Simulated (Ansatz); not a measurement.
# Run report: KI, single-point calculation (part 1 of 2)

- system: KI (2 atoms in the cell)
- method: DFT, HSE06, plane waves, PAW, no spin polarisation (Ansatz 0.2.0)

The structure was built on a prototype by a generator. The geometry comes from this level: r2SCAN. Figures and captions count atoms from 1; the log counts them from 0 in places.

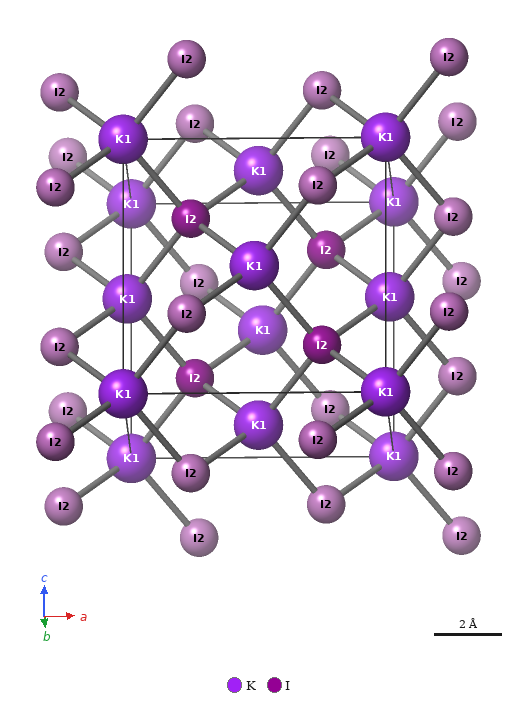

**Figure 1.** The structure as given in the input (ball-and-stick view of the cell 4 times as large as that of the calculation, set on its symmetry axes, seen at an oblique angle; neighbours outside the cell are drawn fainter; atoms are numbered from 1 in the order of the input). An atom can appear more than once, as a periodic image. Near neighbours in the periodic cell (some may lie outside the picture): K has 4 I at 3.43 Å; I has 4 K at 3.43 Å.

### The input
```yaml
crystal:
  lattice:
    - [0.0, 3.96589425, 3.96589425]
    - [3.96589425, 0.0, 3.96589425]
    - [3.96589425, 3.96589425, 0.0]
  atoms:
    - { symbol: K, position: [0.0, 0.0, 0.0] }
    - { symbol: I, position: [0.25, 0.25, 0.25] }
kpoints:
  mp_grid: { grid: [4, 4, 4] }
hamiltonian:
  xc: hse06
scf:
  occupations: { method: fixed }
  n_extra_bands: 4
output:
  forces: true
  stress: true
  eigenvalues: true
  write_density: true
  write_potential: true
  elf: true
  volumetric_format: npy
```

Launch command:
```bash
ansatz run input.yaml --threads 4 --pin off --max-ram 3686MiB --backend cpu --events-out ev --progress --plain --runs-dir out
```

### The program's output
```
Warning: output.stress: scf.convergence.dr2_threshold = 1e-7 eV (the SCF's general default) is looser than the 2e-10 eV advised for a printed stress (1e-10 eV for each atom of the cell: 2). What an SCF threshold leaves in a stress goes as its square root, and in the free energy as the threshold itself, and one threshold admits the most on a small cell: of the crystals measured, under no hybrid functional and no lock of the moments, on runs that ended without the residual-converged pass, on stresses that held no estimate of that error, the worst erred by over 100 MPa in a component at 1e-7 eV an atom and by under 5 at 1e-10. Set scf.convergence.dr2_threshold to 2e-10 eV or tighter. The threshold is an SCF's pass mark: one that does not reach it within its budget of iterations ends unconverged, or closes short of it on a stop that the run arms, and scf.convergence.dr2_threshold's page says what that costs each kind of run
Warning: output.stress: scf.exx.energy_threshold = 1e-6 eV is looser than the 2e-8 eV advised for a stress under a hybrid functional (1e-8 eV for each atom of the cell: 2). Every SCF of the exchange loop can meet its threshold on dr2 while the loop round them stops early: no threshold on dr2 bounds what that leaves in the stress. Set scf.exx.energy_threshold to 2e-8 eV or tighter. The threshold is the loop's pass mark: a loop that does not reach it within its budget of cycles ends unconverged, and scf.exx.energy_threshold's page has the law
scf.n_extra_bands = 4 over 13 filled bands (N_el = 26.0): the run solves 17 bands
Engine: ansatz 0.2.0, aarch64-unknown-linux-gnu
Pseudopotentials: kind: paw
Pseudopotential: K, paw, valence charge 9, recommended cutoff 420 eV (normal), K.paw.azcp
Pseudopotential: I, paw, valence charge 17, recommended cutoff 420 eV (normal), I.paw.azcp
Functional definition: HSE06
  parameter a = 0.25
  parameter omega = 0.11/bohr
  exchange = pbe_x - a*pbe_x_sr(omega) + a*exact_x_sr(omega)
  correlation = pbe_c
davidson cushion auto → on  (no smearing: the cushion is to keep the highest requested band from converging to the state above it; pin scf.eigensolver.cushion to override)
Crystal: 2 atoms, lattice volume = 124.754 Å³
Basis set: ecut = 420 eV, 2421 PW (Γ), exchange–correlation on 80×80×80 points (8 copies of the dense FFT grid, shifted against one another)
Bands: 17, of which v1, the nominal top of the filled ones, is band 13 counted from 1 (12 counted from 0)
Symmetry: 24 space group operations
Space group: F-43m (ITA 216), of the structure as read, at distance tolerance 5.0e-5 Å
k-points: 8 of 64 (time reversal used)
Non-local potential: K, projectors of the file, l = 0: 3, l = 1: 2, l = 2: 2
Non-local potential: I, projectors of the file, l = 0: 2, l = 1: 2, l = 2: 2, l = 3: 2
PAW form: soft (Blöchl's): semilocal exchange-correlation on the pseudo side does not see the compensation charge
PAW frozen core: K, regenerated for the run's functional, and the local potential with it (the file was generated under x = pbe(κ = 0.804, μ = 0.2195149727645171), c = pbe(β = 0.06672455060314922))
PAW frozen core: I, regenerated for the run's functional, and the local potential with it (the file was generated under x = pbe(κ = 0.804, μ = 0.2195149727645171), c = pbe(β = 0.06672455060314922))
PAW one-centre angular grid: K, 110 points (default); XC on 64 Gauss nodes
PAW one-centre angular grid: I, 590 points (default); XC on 96 Gauss nodes
Initial density: superposition of atomic densities (neutral atoms: chi_scale 0, normalization atom), corrected by the library's trained network
Initial wavefunctions: pseudopotential atomic-orbital guess
Functional: x = pbe(κ = 0.804, μ = 0.2195149727645171), c = pbe(β = 0.06672455060314922), warm-up for x = pbe(κ = 0.804, μ = 0.2195149727645171) + 0.25 (exact − pbe) at short range (hse, ω = 0.20786987370883472 Å⁻¹), c = pbe(β = 0.06672455060314922); HSE06 as pw.x's `hse` composes it (authors' and Libxc's form: `xc: wpbeh`)
SCF iter   1: F=—  HF=-9053.517330 eV  |F-HF|=—  |Δ(HF+E_count)|=         —  Δρ=4.49e-4  dr2=2.27e-4  ethr=1.77e-3  ⟨swp⟩=2.0  Hψ=1052  notcnv=0
preconditioner: auto → none  [insulator: Δε(μ)=3.938 eV  Ē_g=13.288 eV  n_scr=14 (ndim 8)  ℏωp=12.4 eV  f_vac=0.370]
SCF iter   2: F=-9053.517693 eV  HF=-9053.517557 eV  |F-HF|=1.36e-4  |Δ(HF+E_count)|=   2.27e-4  Δρ=2.17e-4  dr2=5.75e-5  ethr=8.74e-7  ⟨swp⟩=6.4  Hψ=494  notcnv=0  defer=6
SCF 1 stopped early in 2 iterations: F = -9053.517693 eV  dr2 = 5.75e-5
  greatest PAW one-centre occupation: 0.999 electrons in one spin orbital (limit 2), on the I atom at site 1 (counted from 0), in its partial waves of l = 2
Initial density: handed on by an earlier stage of this run
Initial wavefunctions: those handed on with the density
Functional: x = pbe(κ = 0.804, μ = 0.2195149727645171) + 0.25 (exact − pbe) at short range (hse, ω = 0.20786987370883472 Å⁻¹), c = pbe(β = 0.06672455060314922); HSE06 as pw.x's `hse` composes it (authors' and Libxc's form: `xc: wpbeh`)
Exchange kernel: α = 0.2500, screened, ω = 0.2079 Å⁻¹, Wigner–Seitz truncation, v(0) = 1046.1771 eV·Å³, q-mesh 4×4×4, nearest image of the exchange supercell L = 22.43 Å, pair-density grid 24×24×24, without the augmentation charges, whose exchange is taken in its separable form by FFT convolution over the k-point mesh (sized by the pseudopotential files, 32×32×32 at the most), smooth part of the exact exchange by density-matrix convolution
Frozen-core exchange: fock
SCF iter   1: F=—  HF=-9059.236557 eV  |F-HF|=—  |Δ(HF+E_count)|=         —  Δρ=1.44e-3  dr2=3.22e-3  ethr=2.21e-6  ⟨swp⟩=9.6  Hψ=765  notcnv=0
preconditioner: auto → none  [insulator: Δε(μ)=4.907 eV  Ē_g=14.891 eV  n_scr=14 (ndim 8)  ℏωp=12.4 eV  f_vac=0.372]
SCF iter   2: F=—  HF=-9059.235785 eV  |F-HF|=—  |Δ(HF+E_count)|=   7.72e-4  Δρ=6.38e-4  dr2=5.02e-4  ethr=2.21e-6  ⟨swp⟩=4.5  Hψ=403  notcnv=0
SCF iter   3: F=—  HF=-9059.237995 eV  |F-HF|=—  |Δ(HF+E_count)|=   2.21e-3  Δρ=2.65e-4  dr2=8.88e-5  ethr=1.22e-6  ⟨swp⟩=6.0  Hψ=505  notcnv=0
iter 4 solved again at ethr=1.52e-8 eV; its pass at ethr=3.21e-7 eV (dr2=3.95e-6 eV) is discarded
SCF iter   4: F=—  HF=-9059.237994 eV  |F-HF|=—  |Δ(HF+E_count)|=   1.50e-6  Δρ=7.78e-5  dr2=5.70e-6  ethr=1.52e-8  ⟨swp⟩=3.2  Hψ=688  notcnv=0  defer=1
SCF iter   5: F=-9059.238018 eV  HF=-9059.238018 eV  |F-HF|=2.66e-7  |Δ(HF+E_count)|=   2.44e-5  Δρ=1.89e-5  dr2=3.12e-7  ethr=1.52e-8  ⟨swp⟩=5.8  Hψ=486  notcnv=0  defer=9
SCF 2 stopped early in 5 iterations: F = -9059.238018 eV  dr2 = 3.12e-7
hybrid outer 1: dexx = +2.425e-3 eV, tail = 6.22e-6 eV
Exchange kernel: α = 0.2500, screened, ω = 0.2079 Å⁻¹, Wigner–Seitz truncation, v(0) = 1046.1771 eV·Å³, q-mesh 4×4×4, nearest image of the exchange supercell L = 22.43 Å, pair-density grid 24×24×24, without the augmentation charges, whose exchange is taken in its separable form by FFT convolution over the k-point mesh (sized by the pseudopotential files, 32×32×32 at the most), smooth part of the exact exchange by density-matrix convolution
Frozen-core exchange: fock
SCF iter   1: F=—  HF=-9059.238020 eV  |F-HF|=—  |Δ(HF+E_count)|=         —  Δρ=2.16e-5  dr2=2.93e-7  ethr=1.20e-7  ⟨swp⟩=4.9  Hψ=383  notcnv=0
preconditioner: auto → none  [insulator: Δε(μ)=4.883 eV  Ē_g=14.884 eV  n_scr=14 (ndim 8)  ℏωp=12.4 eV  f_vac=0.381]
SCF iter   2: F=—  HF=-9059.238020 eV  |F-HF|=—  |Δ(HF+E_count)|=   7.28e-8  Δρ=9.34e-6  dr2=3.41e-8  ethr=1.04e-9  ⟨swp⟩=4.8  Hψ=447  notcnv=0  defer=1
SCF iter   3: F=—  HF=-9059.238020 eV  |F-HF|=—  |Δ(HF+E_count)|=   6.19e-9  Δρ=2.18e-6  dr2=1.09e-8  ethr=1.19e-10  ⟨swp⟩=3.2  Hψ=415  notcnv=0
SCF iter   4: F=-9059.238020 eV  HF=-9059.238020 eV  |F-HF|=1.13e-9  |Δ(HF+E_count)|=   4.62e-9  Δρ=7.78e-7  dr2=3.71e-9  ethr=3.16e-11  ⟨swp⟩=3.0  Hψ=363  notcnv=0
SCF 3 converged in 4 iterations: F = -9059.238020 eV  dr2 = 3.71e-9
  Residual-converged pass: ⟨swp⟩=3.0  Hψ=298  notcnv=0  max |occ|·‖R‖ = 2.4e-6 eV (tolerance 2.4e-6 eV)  dr2=3.67e-9  dr2_onsite=3.27e-10  max |Δocc| = 0.0e0
```

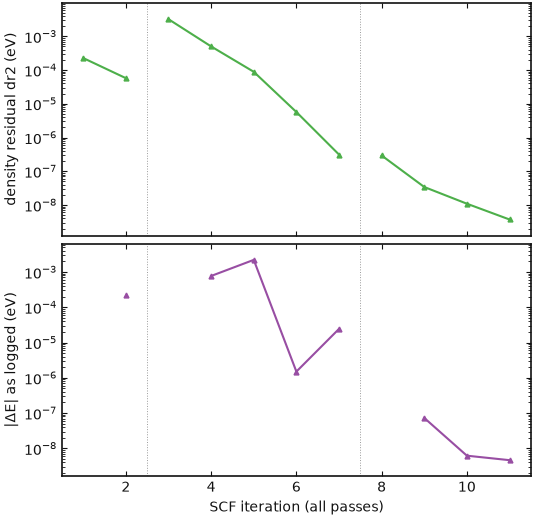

**Figure 2.** Convergence of the self-consistent field: density residual dr2 and size of the energy change against the SCF iteration. The run starts with a semilocal functional; after that each stretch between dotted lines is one SCF of the hybrid functional between two exact rebuilds of the exchange operator by the outer loop. Early passes are stopped at a loose threshold. The passes take 2, 5 and 4 iterations.
